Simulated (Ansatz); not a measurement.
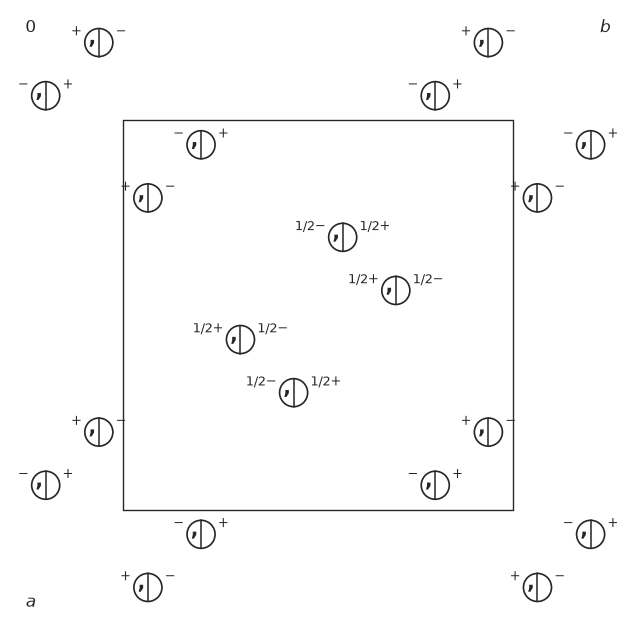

General positions of a space group, projected down c, computed from the operations of a computed or model structure of composition MoS2, which need not be its known form.

A circle is a general position, a comma marks the mirror image, + and − with a fraction give the height (along the projection axis: ½+ is ½ plus the coordinate, − is its negative), and a split circle stands for two positions above each other.

Identify the space group.

Answer. P4₂/mnm (No. 136); primitive tetragonal, point group 4/mmm, 16 general positions a cell.

Write the general positions (in any order).

Answer. x, y, z; −x, −y, −z; −y+1/2, x+1/2, z+1/2; y+1/2, −x+1/2, −z+1/2; −x, −y, z; x, y, −z; y+1/2, −x+1/2, z+1/2; −y+1/2, x+1/2, −z+1/2; x+1/2, −y+1/2, −z+1/2; −x+1/2, y+1/2, z+1/2; −y, −x, −z; y, x, z; −x+1/2, y+1/2, −z+1/2; x+1/2, −y+1/2, z+1/2; y, x, −z; −y, −x, z
